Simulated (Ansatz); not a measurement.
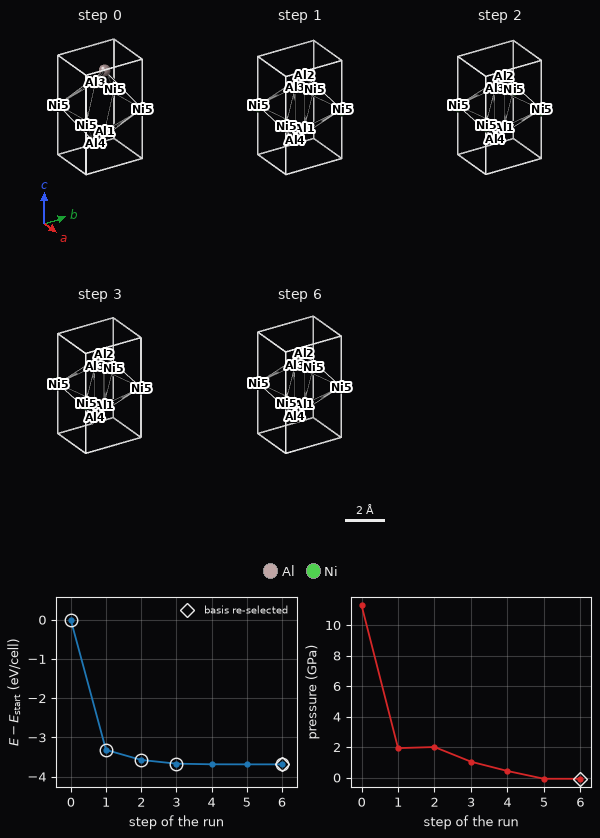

Frames of a relaxation of crystalline Al4Ni (a generated structure, set up in P6/mmm) (coarse preliminary run), marked on the history of the run. Style: ball-and-stick. Shown: the cell of the calculation, slightly off an axis.

These are results of DFT PBE, scalar-relativistic, plane waves, PAW in Ansatz, not measurements. (plane-wave cutoff 420 eV; k-point mesh 6 × 6 × 4; occupations gaussian; smearing width 0.1 eV; collinear spin; cell and atoms relaxed; force threshold 0.04 eV/Å; at most 70 steps)

What happens along the run?

Over 5 accepted moves (6 points after the start) the energy falls by 3.685 eV per cell of the calculation. Largest force component: 8 eV/Å at the start, 0.021 eV/Å at the end. Pressure: 11.30 GPa at the start and −0.07 GPa at the end. At 1 point the geometry stayed and the basis and grid were re-selected for the new cell (energy shift of less than 0.05 meV per cell of the calculation at most each time). The largest moves relative to the cell, 0.30 Å, are those of Al1, Al2, Al3 and Al4. Al4 goes along +c. Ni stays in place. Cell: a = b 4.402 → 4.347 Å (−1.2 %), c 5.260 → 5.371 Å (+2.1 %). Volume −0.4 %. Some distances before and after: Al1–Al2 2.039 → 2.674 Å, Al1–Al2 (another image) 3.220 → 2.697 Å, Al1–Ni5 3.009 → 2.849 Å, Al1–Al4 2.541 → 2.510 Å. The space group stays P6/mmm (No. 191). The program noted that the starting moments weren't kept. From step 0 to 1: Al atoms move most (0.19 Å), volume −2.2 %, energy −3.316 eV per cell of the calculation. From step 1 to 2: Al atoms move most (0.05 Å), volume −1.0 %, energy −0.257 eV per cell of the calculation. From step 2 to 3: Al atoms move most (0.03 Å), volume +1.1 %, energy −94.9 meV per cell of the calculation. From step 3 to 6: Al atoms move most (0.02 Å), volume +1.8 %, energy −17.4 meV per cell of the calculation.

```csv
step,"E − E(0), meV/atom","largest force component, eV/Å","pressure, GPa","volume, Å³/atom",note
0,0.00,8.0348,11.30,17.652,
1,-663.13,1.7846,1.94,17.265,
2,-714.50,0.6884,2.01,17.085,
3,-733.49,0.2141,1.05,17.268,
4,-736.69,0.0515,0.44,17.439,
5,-736.98,0.0212,-0.07,17.581,
6,-736.98,0.0212,-0.07,17.581,"same geometry, new basis"
```
